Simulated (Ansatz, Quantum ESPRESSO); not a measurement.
# Band edges of 1T-PbSTe, 1 layer under strain, part 2 of 2

How do the band edges of 1T-PbSTe, 1 layer move against the vacuum when the sheet is stretched?

Quantum ESPRESSO 7.5; plane-wave DFT, PBE, GBRV ultrasoft pseudopotentials; geometry by Ansatz 0.2.0 with PAW datasets.

So far: The structure; Relaxation with Ansatz.

## 3. The script

Under ESM bc1 levels count from the vacuum, or from the mean of the two vacuum levels where the sheet has a dipole, so band edges at unlike strains can be compared.

Level of this step: plane-wave DFT, PBE, GBRV ultrasoft pseudopotentials (Quantum ESPRESSO 7.5).

run.py

```python
import json
import numpy as np
from ase import Atoms
from ase.calculators.espresso import Espresso, EspressoProfile

profile = EspressoProfile(command='mpirun -n 2 pw.x -nk 2', pseudo_dir='../pseudo')
pseudopotentials = {'Pb': 'pb_pbe_v1.uspp.F.UPF', 'S': 's_pbe_v1.4.uspp.F.UPF', 'Te': 'te_pbe_v1.uspp.F.UPF'}
system = {'ecutwfc': 40, 'ecutrho': 200, 'occupations': 'smearing', 'smearing': 'fd', 'degauss': 0.002}


def calculator(name, kpts, **extra):
    data = dict(control=dict(tprnfor=True, verbosity='high', disk_io='none'),
                system=system | extra,
                electrons=dict(conv_thr=1e-09, mixing_beta=0.4, mixing_mode='plain',
                               electron_maxstep=100))
    return Espresso(profile=profile, directory=name, pseudopotentials=pseudopotentials, kpts=kpts, input_data=data)


def centre(atoms):
    z = atoms.positions[:, 2]
    atoms.positions[:, 2] -= (z.max() + z.min()) / 2  # ESM wants the slab about z = 0
    return atoms

sheet = Atoms(
    ['Te', 'Pb', 'S'],
    scaled_positions=[
        [0.6666666667, 0.3333333333, 0.3828218746],
        [0.0000000000, 0.0000000000, 0.5239955789],
        [0.3333333333, 0.6666666667, 0.6098343196]],
    cell=[
        [3.828819357944, 0.000000000000, 0.000000000000],
        [-1.914409678972, 3.315854830481, 0.000000000000],
        [0.000000000000, 0.000000000000, 17.832731541900]],
    pbc=True)

rows = []
for strain in [-0.03, -0.015, 0.0, 0.015, 0.03]:
    atoms = sheet.copy()
    atoms.set_cell(sheet.cell.array * [[1 + strain], [1 + strain], [1]], scale_atoms=True)
    atoms = centre(atoms)
    atoms.calc = calculator(f's{strain:+.3f}', (12, 12, 1), assume_isolated='esm', esm_bc='bc1', nbnd=17)
    energy = atoms.get_potential_energy()
    levels = np.array([atoms.calc.get_eigenvalues(kpt=i) for i in range(len(atoms.calc.get_ibz_k_points()))])
    top, bottom = levels[:, 12].max(), levels[:, 13].min()
    direct = (levels[:, 13] - levels[:, 12]).min()
    rows.append([strain, energy, top, bottom, direct])
    print(f'strain {strain:+.3f}: E = {energy:.5f} eV, valence top {top:.3f}, conduction bottom {bottom:.3f}, '
          f'gap {bottom - top:.3f}, least direct gap {direct:.3f} eV')

x, energy, top, bottom, direct = np.array(rows).T
area = np.linalg.norm(np.cross(*sheet.cell[:2]))
stiffness = np.polyfit(x, energy, 2)[0] / area * 16.0218  # C11 + C12, heights clamped
print(f'valence and conduction edges move by {np.polyfit(x, top, 1)[0]:.2f} and {np.polyfit(x, bottom, 1)[0]:.2f} eV per unit biaxial strain')
print(f'C11 + C12 with clamped heights: {stiffness:.1f} N/m')
json.dump(dict(rows=rows, stiffness=stiffness), open('result.json', 'w'))
```

The run is started by

```console
$ OMP_NUM_THREADS=1 python run.py
```

What it wrote:

```text
strain -0.030: E = -2921.59844 eV, valence top -4.016, conduction bottom -6.144, gap -2.128, least direct gap 0.000 eV
strain -0.015: E = -2921.63791 eV, valence top -4.234, conduction bottom -6.157, gap -1.924, least direct gap 0.000 eV
strain +0.000: E = -2921.64836 eV, valence top -4.435, conduction bottom -6.172, gap -1.737, least direct gap 0.000 eV
strain +0.015: E = -2921.63351 eV, valence top -4.620, conduction bottom -6.188, gap -1.568, least direct gap 0.000 eV
strain +0.030: E = -2921.59675 eV, valence top -4.791, conduction bottom -6.205, gap -1.414, least direct gap 0.000 eV
valence and conduction edges move by -12.91 and -1.03 eV per unit biaxial strain
C11 + C12 with clamped heights: 71.2 N/m
```

The job ended after 6.4 min (2 MPI ranks of Arm Neoverse V2, shared host; peak memory 0.48 GiB; 13 min of CPU time).

The input that ASE wrote for the first run, and its log:

```
&CONTROL
   verbosity        = 'high'
   tprnfor          = .true.
   disk_io          = 'none'
   pseudo_dir       = '../pseudo'
/
&SYSTEM
   nbnd             = 17
   ecutwfc          = 40
   ecutrho          = 200
   occupations      = 'smearing'
   degauss          = 0.002
   smearing         = 'fd'
   assume_isolated  = 'esm'
   esm_bc           = 'bc1'
   ntyp             = 3
   nat              = 3
   ibrav            = 0
/
&ELECTRONS
   electron_maxstep = 100
   conv_thr         = 1e-09
   mixing_mode      = 'plain'
   mixing_beta      = 0.4
/
&IONS
/
&CELL
/
&FCP
/
&RISM
/
ATOMIC_SPECIES
Te 127.6 te_pbe_v1.uspp.F.UPF
Pb 207.2 pb_pbe_v1.uspp.F.UPF
S 32.06 s_pbe_v1.4.uspp.F.UPF

K_POINTS automatic
12 12 1  0 0 0

CELL_PARAMETERS angstrom
3.71395477720568 0.00000000000000 0.00000000000000
-1.85697738860284 3.21637918556657 0.00000000000000
0.00000000000000 0.00000000000000 17.83273154190000

ATOMIC_POSITIONS angstrom
Te 1.8569773888 1.0721263951 -2.0241259942  
Pb 0.0000000000 0.0000000000 0.4933867754  
S -0.0000000002 2.1442527905 2.0241259942
```

```text
Program PWSCF v.7.5 starts
[citation notice left out]

     Parallel version (MPI & OpenMP), running on       2 processor cores
     Number of MPI processes:                 2
     Threads/MPI process:                     1

     MPI processes distributed on     1 nodes
[... 1 line left out ...]

Warning: card &CELL ignored
Warning: card &FCP ignored
Warning: card &RISM ignored

     Current dimensions of program PWSCF are:
     Max number of different atomic species (ntypx) = 10
     Max number of k-points (npk) =  40000
     Max angular momentum in pseudopotentials (lmaxx) =  4
     Message from routine setup:
     using ibrav=0 with symmetry is DISCOURAGED, use correct ibrav instead

     K-points division:     npool     =       2
     Subspace diagonalization in iterative solution of the eigenvalue problem:
     a serial algorithm will be used

     G-vector sticks info
     --------------------
     sticks:   dense  smooth     PW     G-vecs:    dense   smooth      PW
     Sum         673     547    163                68731    49125    8109

     Using Slab Decomposition

     bravais-lattice index     =            0
     lattice parameter (alat)  =       7.0184  a.u.
     unit-cell volume          =    1437.5347 (a.u.)^3
     number of atoms/cell      =            3
     number of atomic types    =            3
     number of electrons       =        26.00
     number of Kohn-Sham states=           17
     kinetic-energy cutoff     =      40.0000  Ry
     charge density cutoff     =     200.0000  Ry
     scf convergence threshold =      1.0E-09
     mixing beta               =       0.4000
     number of iterations used =            8  plain     mixing
     Exchange-correlation=  SLA  PW   PBX  PBC
                           (   1   4   3   4   0   0   0)

     Effective Screening Medium Method
     =================================
     Boundary Conditions: Vacuum-Slab-Vacuum
     total charge in unit cell        =   0.0000
     grid points for fit at edges     =        4

[... 10 lines left out ...]
     PseudoPot. # 1 for Te read from file:
     ../pseudo/te_pbe_v1.uspp.F.UPF
     Pseudo is Ultrasoft + core correction, Zval =  6.0
     Generated by new atomic code, or converted to UPF format
     Using radial grid of  891 points,  5 beta functions with:
                l(1) =   0
                l(2) =   0
                l(3) =   1
                l(4) =   1
                l(5) =   2
     Q(r) pseudized with  6 coefficients,  rinner =    1.800   1.800   1.800
                                                       1.800   1.800

     PseudoPot. # 2 for Pb read from file:
     ../pseudo/pb_pbe_v1.uspp.F.UPF
     Pseudo is Ultrasoft + core correction, Zval = 14.0
     Generated by new atomic code, or converted to UPF format
     Using radial grid of  899 points,  6 beta functions with:
                l(1) =   0
                l(2) =   0
                l(3) =   1
[... 559 lines left out ...]

          k = 0.0000 0.0000 0.0000 (  6109 PWs)   bands (ev):

   -22.0874 -22.0874 -22.0253 -21.9442 -21.9442 -19.1232 -17.0289 -12.8839
    -7.9904  -6.4094  -6.4094  -5.3938  -4.0157  -4.0157  -2.0562  -0.6724
    -0.3178

     occupation numbers
     1.0000   1.0000   1.0000   1.0000   1.0000   1.0000   1.0000   1.0000
     1.0000   1.0000   1.0000   0.0085   0.0000   0.0000   0.0000   0.0000
     0.0000

[... 144 lines left out ...]

     the Fermi energy is    -5.5234 ev

!    total energy              =    -214.73354379 Ry
     estimated scf accuracy    <          3.5E-10 Ry
     smearing contrib. (-TS)   =      -0.00049283 Ry
     internal energy E=F+TS    =    -214.73305096 Ry

     The total energy is F=E-TS. E is the sum of the following terms:
     one-electron contribution =     606.46263148 Ry
     hartree contribution      =    -299.88716028 Ry
     xc contribution           =     -86.21656554 Ry
     ewald contribution        =    -435.09195662 Ry

     convergence has been achieved in  25 iterations

     negative rho (up, down):  2.022E-02 0.000E+00

     Forces acting on atoms (cartesian axes, Ry/au):

     atom    1 type  1   force =     0.00000000    0.00000000   -0.00676383
     atom    2 type  2   force =     0.00000000    0.00000000   -0.00936782
     atom    3 type  3   force =     0.00000000    0.00000000    0.01615788
     The non-local contrib.  to forces
     atom    1 type  1   force =     0.00000000   -0.00000000   -0.03850341
     atom    2 type  2   force =     0.00000000   -0.00000000    0.18093041
     atom    3 type  3   force =     0.00000000    0.00000000   -0.21967389
     The ionic contribution  to forces
     atom    1 type  1   force =    -0.00000000    0.00000000  -34.82083919
     atom    2 type  2   force =    -0.00000000    0.00000000    2.60034295
     atom    3 type  3   force =     0.00000000   -0.00000000   32.22049624
     The local contribution  to forces
     atom    1 type  1   force =    -0.00000000    0.00000000   34.86255212
     atom    2 type  2   force =     0.00000000    0.00000000   -2.79813897
     atom    3 type  3   force =     0.00000000   -0.00000000  -31.99634540
     The core correction contribution to forces
     atom    1 type  1   force =     0.00000000   -0.00000000   -0.01000017
     atom    2 type  2   force =     0.00000000   -0.00000000    0.00750874
     atom    3 type  3   force =    -0.00000000    0.00000000    0.01170065
     The Hubbard contrib.    to forces
     atom    1 type  1   force =     0.00000000    0.00000000    0.00000000
     atom    2 type  2   force =     0.00000000    0.00000000    0.00000000
     atom    3 type  3   force =     0.00000000    0.00000000    0.00000000
     The SCF correction term to forces
     atom    1 type  1   force =     0.00000000   -0.00000000    0.00002682
     atom    2 type  2   force =    -0.00000000   -0.00000000   -0.00001096
     atom    3 type  3   force =     0.00000000   -0.00000000   -0.00001972

     Total force =     0.019864     Total SCF correction =     0.000035
     Message from routine punch:
     Nothing written, as per user request (disk_io='none')

[... 1 line left out ...]

[... 1 line left out ...]

[... 1 line left out ...]

[... 3 lines left out ...]

[... 1 line left out ...]

[... 2 lines left out ...]

[... 1 line left out ...]

[... 1 line left out ...]

=------------------------------------------------------------------------------=
   JOB DONE.
=------------------------------------------------------------------------------=
```

Read from the output:

| Item | Value |
| --- | --- |
| biaxial stiffness | 71.21 N/m |

The band edge from the vacuum level by biaxial strain:

```tsv
biaxial strain (%)	valence top (eV)	conduction bottom (eV)
-3.00	-4.02	-6.14
-1.50	-4.23	-6.16
0.00	-4.43	-6.17
1.50	-4.62	-6.19
3.00	-4.79	-6.21
```

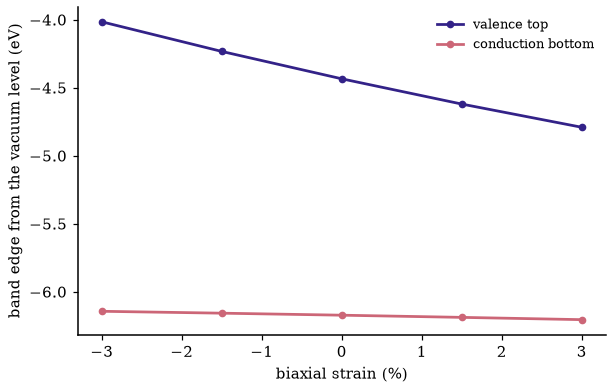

Band edge from the vacuum level against biaxial strain.

Gap against biaxial strain:

```tsv
biaxial strain (%)	on the mesh (eV)	least direct (eV)
-3.00	-2.13	0
-1.50	-1.92	0
0.00	-1.74	0
1.50	-1.57	0
3.00	-1.41	0
```

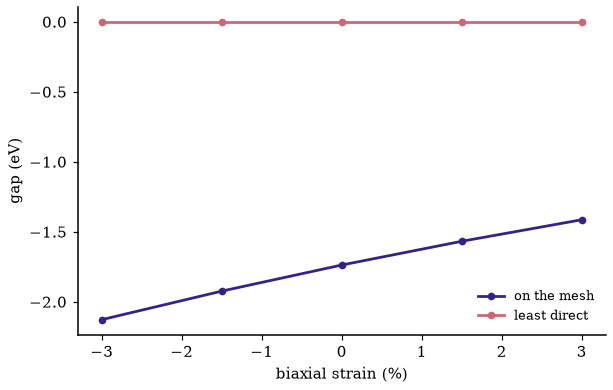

Gap against biaxial strain.

Energy over the lowest against biaxial strain:

```tsv
biaxial strain (%)	energy over the lowest (meV)
-3.00	49.9
-1.50	10.5
0.00	0
1.50	14.8
3.00	51.6
```

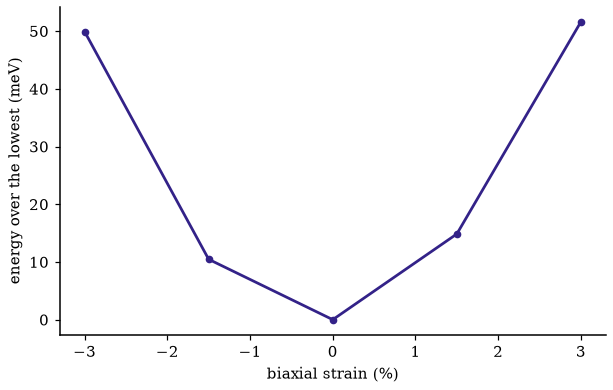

Energy over the lowest, plotted against biaxial strain.

## 4. The script: PBE, SG15 norm-conserving

Level of this step: plane-wave DFT, PBE, SG15 norm-conserving pseudopotentials (Quantum ESPRESSO 7.5).

run.py, as its differences from the input of step 3:

```diff
@@ -6,4 +6,4 @@
 profile = EspressoProfile(command='mpirun -n 2 pw.x -nk 2', pseudo_dir='../pseudo')
-pseudopotentials = {'Pb': 'pb_pbe_v1.uspp.F.UPF', 'S': 's_pbe_v1.4.uspp.F.UPF', 'Te': 'te_pbe_v1.uspp.F.UPF'}
-system = {'ecutwfc': 40, 'ecutrho': 200, 'occupations': 'smearing', 'smearing': 'fd', 'degauss': 0.002}
+pseudopotentials = {'Pb': 'Pb_ONCV_PBE-1.2.upf', 'S': 'S_ONCV_PBE-1.2.upf', 'Te': 'Te_ONCV_PBE-1.2.upf'}
+system = {'ecutwfc': 60, 'ecutrho': 240, 'occupations': 'smearing', 'smearing': 'fd', 'degauss': 0.002}
 
@@ -40,7 +40,7 @@
     atoms = centre(atoms)
-    atoms.calc = calculator(f's{strain:+.3f}', (12, 12, 1), assume_isolated='esm', esm_bc='bc1', nbnd=17)
+    atoms.calc = calculator(f's{strain:+.3f}', (12, 12, 1), assume_isolated='esm', esm_bc='bc1', nbnd=22)
     energy = atoms.get_potential_energy()
     levels = np.array([atoms.calc.get_eigenvalues(kpt=i) for i in range(len(atoms.calc.get_ibz_k_points()))])
-    top, bottom = levels[:, 12].max(), levels[:, 13].min()
-    direct = (levels[:, 13] - levels[:, 12]).min()
+    top, bottom = levels[:, 17].max(), levels[:, 18].min()
+    direct = (levels[:, 18] - levels[:, 17]).min()
     rows.append([strain, energy, top, bottom, direct])
```

The run is started by

```console
$ OMP_NUM_THREADS=1 python run.py
```

What it wrote:

```text
strain -0.030: E = -4191.96302 eV, valence top -4.023, conduction bottom -6.139, gap -2.117, least direct gap 0.000 eV
strain -0.015: E = -4192.00701 eV, valence top -4.241, conduction bottom -6.155, gap -1.914, least direct gap 0.000 eV
strain +0.000: E = -4192.02156 eV, valence top -4.441, conduction bottom -6.171, gap -1.730, least direct gap 0.000 eV
strain +0.015: E = -4192.01037 eV, valence top -4.626, conduction bottom -6.188, gap -1.562, least direct gap 0.000 eV
strain +0.030: E = -4191.97694 eV, valence top -4.796, conduction bottom -6.205, gap -1.409, least direct gap 0.000 eV
valence and conduction edges move by -12.88 and -1.10 eV per unit biaxial strain
C11 + C12 with clamped heights: 72.4 N/m
```

Run time: 13 min. Hardware: 2 MPI ranks; peak memory 0.4 GiB; 27 min of CPU time.

Numbers from this step:

* biaxial stiffness: 72.35 N/m

The band edge from the vacuum level by biaxial strain:

```tsv
biaxial strain (%)	valence top (eV)	conduction bottom (eV)
-3.00	-4.02	-6.14
-1.50	-4.24	-6.16
0.00	-4.44	-6.17
1.50	-4.63	-6.19
3.00	-4.80	-6.21
```

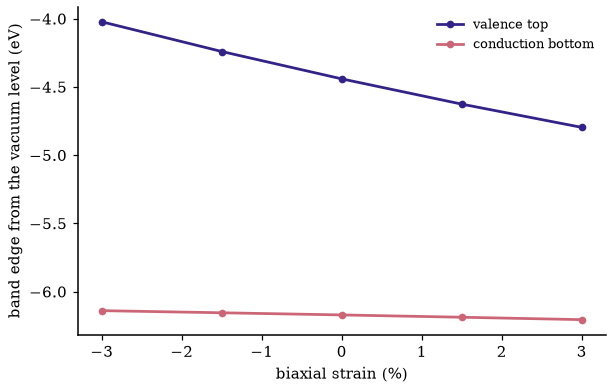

Band edge from the vacuum level, plotted against biaxial strain.

Table of gap by biaxial strain:

```tsv
biaxial strain (%)	on the mesh (eV)	least direct (eV)
-3.00	-2.12	0
-1.50	-1.91	1.0e-4
0.00	-1.73	0
1.50	-1.56	0
3.00	-1.41	0
```

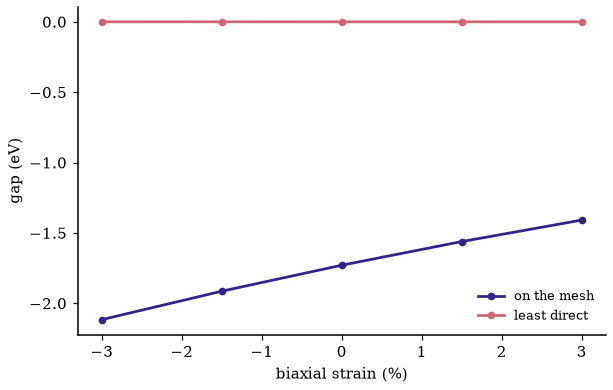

Gap, plotted against biaxial strain.

Table of energy over the lowest by biaxial strain:

```tsv
biaxial strain (%)	energy over the lowest (meV)
-3.00	58.5
-1.50	14.6
0.00	0
1.50	11.2
3.00	44.6
```

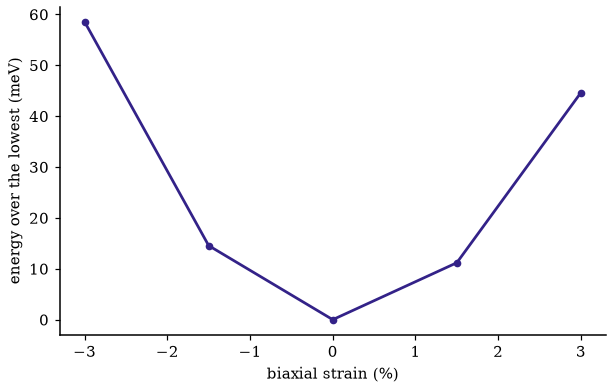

Energy over the lowest against biaxial strain.

## 5. Running the series, with ecutrho = 20

Another try, with an input changed as a hurried user might.

Level of this step: plane-wave DFT, PBE, GBRV ultrasoft pseudopotentials (Quantum ESPRESSO 7.5).

run.py, as its differences from the input of step 3:

```diff
@@ -7,3 +7,3 @@
 pseudopotentials = {'Pb': 'pb_pbe_v1.uspp.F.UPF', 'S': 's_pbe_v1.4.uspp.F.UPF', 'Te': 'te_pbe_v1.uspp.F.UPF'}
-system = {'ecutwfc': 40, 'ecutrho': 200, 'occupations': 'smearing', 'smearing': 'fd', 'degauss': 0.002}
+system = {'ecutwfc': 40, 'ecutrho': 20, 'occupations': 'smearing', 'smearing': 'fd', 'degauss': 0.002}
 
@@ -14,3 +14,3 @@
                 electrons=dict(conv_thr=1e-09, mixing_beta=0.4, mixing_mode='plain',
-                               electron_maxstep=100))
+                               electron_maxstep=60))
     return Espresso(profile=profile, directory=name, pseudopotentials=pseudopotentials, kpts=kpts, input_data=data)
@@ -36,3 +36,3 @@
 rows = []
-for strain in [-0.03, -0.015, 0.0, 0.015, 0.03]:
+for strain in [-0.03, -0.015, 0.0]:
     atoms = sheet.copy()
```

The run is started by

```console
$ OMP_NUM_THREADS=1 python run.py
```

What it wrote:

```text
subprocess.CalledProcessError: the calculator's command failed
```

The job ended after 2 s (2 MPI ranks; peak memory 0.16 GiB).

The input that ASE wrote for the run that failed, and its log:

```
&CONTROL
   verbosity        = 'high'
   tprnfor          = .true.
   disk_io          = 'none'
   pseudo_dir       = '../pseudo'
/
&SYSTEM
   nbnd             = 17
   ecutwfc          = 40
   ecutrho          = 20
   occupations      = 'smearing'
   degauss          = 0.002
   smearing         = 'fd'
   assume_isolated  = 'esm'
   esm_bc           = 'bc1'
   ntyp             = 3
   nat              = 3
   ibrav            = 0
/
&ELECTRONS
   electron_maxstep = 60
   conv_thr         = 1e-09
   mixing_mode      = 'plain'
   mixing_beta      = 0.4
/
&IONS
/
&CELL
/
&FCP
/
&RISM
/
ATOMIC_SPECIES
Te 127.6 te_pbe_v1.uspp.F.UPF
Pb 207.2 pb_pbe_v1.uspp.F.UPF
S 32.06 s_pbe_v1.4.uspp.F.UPF

K_POINTS automatic
12 12 1  0 0 0

CELL_PARAMETERS angstrom
3.71395477720568 0.00000000000000 0.00000000000000
-1.85697738860284 3.21637918556657 0.00000000000000
0.00000000000000 0.00000000000000 17.83273154190000

ATOMIC_POSITIONS angstrom
Te 1.8569773888 1.0721263951 -2.0241259942  
Pb 0.0000000000 0.0000000000 0.4933867754  
S -0.0000000002 2.1442527905 2.0241259942
```

```text
Program PWSCF v.7.5 starts
[citation notice left out]

     Parallel version (MPI & OpenMP), running on       2 processor cores
     Number of MPI processes:                 2
     Threads/MPI process:                     1

     MPI processes distributed on     1 nodes
[... 1 line left out ...]

Warning: card &CELL ignored
Warning: card &FCP ignored
Warning: card &RISM ignored

     Current dimensions of program PWSCF are:
     Max number of different atomic species (ntypx) = 10
     Max number of k-points (npk) =  40000
     Max angular momentum in pseudopotentials (lmaxx) =  4

 %%%%%%%%%%%%%%%%%%%%%%%%%%%%%%%%%%%%%%%%%%%%%%%%%%%%%%%%%%%%%%%%%%%%%%%%%%%%%%
     Error in routine set_cutoff (1):
     ecutrho <= ecutwfc?!?
 %%%%%%%%%%%%%%%%%%%%%%%%%%%%%%%%%%%%%%%%%%%%%%%%%%%%%%%%%%%%%%%%%%%%%%%%%%%%%%

     stopping ...
```

The program refused the input before any cycle.

The fault put into the input: a density cutoff under four times the waves' (ecutrho = 20).

ecutrho can't lie under ecutwfc; four times for norm-conserving files and more for ultrasoft ones is the rule.

## 6. Worked from the printed numbers

Under equal strain ε in the plane, E = A (C11 + C12) ε². From the points at ±1.5 %: d²E/dε² = (10.46 + 14.85 − 2 × 0.00) meV / 0.015² = 112 eV, and 112/(2 × 12.696 Å²) × 16.02 = 71 N/m.

## 7. What came out

| Quantity | Value |
| --- | --- |
| C11 + C12, heights clamped, PBE, GBRV ultrasoft | 71 N/m |
| C11 + C12, heights clamped, PBE, SG15 norm-conserving | 72 N/m |

The sheet's biaxial stiffness comes to 71 N/m (PBE, GBRV ultrasoft). The bands overlap at every strain: the sheet is a metal, and edges by band count are no gaps. Heights are clamped under strain, which makes a sheet with several atomic planes too stiff. Semilocal gaps are too small. The sheet carries a dipole, so the two faces have unlike vacuum levels and the zero lies between them. Spin-orbit coupling is left out; depending on the atoms that carry the levels of interest, it can split and shift them by tenths of an eV to an eV or more.

[Logs are printed without paths, hosts, clocks, repeated set-up lines and the standing remarks that a program may print on its own settings, such as how far it seeks lower states.]

[Hosts, paths, dates, database ids (printed as entryN), source tags and the programs' standing remarks are cut or masked in the printed files.]

[Maps of the electrostatic potential energy from Ansatz leave out the sawtooth potential of an applied field or a dipole correction, so their vacuum need not be flat; planar profiles and work functions include it.]
